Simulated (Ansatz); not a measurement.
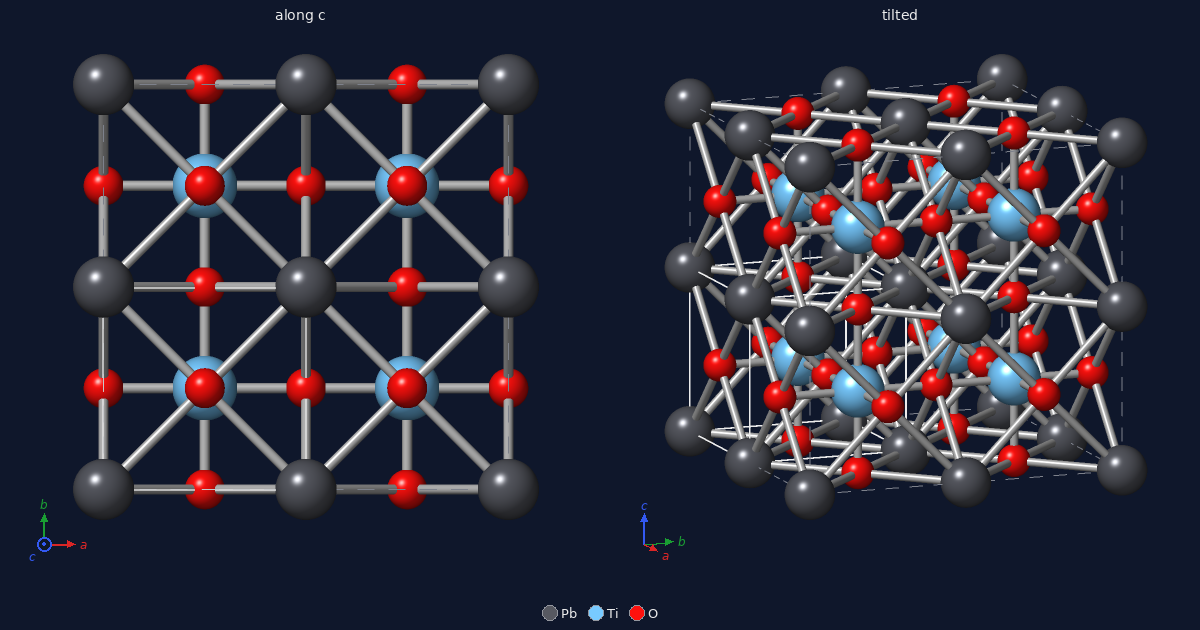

This ball-and-stick model is shown along the c axis and slightly off an axis. The structure is repeated 2×2×2 times; solid lines mark one conventional unit cell.

TiPbO₃, space group Pm-3m (No. 221), a = 3.97 Å, b = 3.97 Å, c = 3.97 Å, α = 90.00°, β = 90.00°, γ = 90.00°.

The calculation used DFT PBE, scalar-relativistic, plane waves, PAW in Ansatz, with plane waves to 420 eV, an 8×8×8 k-point grid, Gaussian smearing of 0.05 eV, no spin polarisation.

> Is the electronic structure metallic or gapped?

A semiconductor at this level, with a gap of 1.66 eV on the k-mesh (the true edges may lie between mesh points, so the gap can be somewhat smaller).

> What pressure does the calculation give for this cell?

The computed pressure is -0.1 GPa, close to zero.

Source of the structure: a structure type known for this compound. Earlier steps of the study may have refined or changed the cell and positions. It was run through Ansatz as a DFT input.
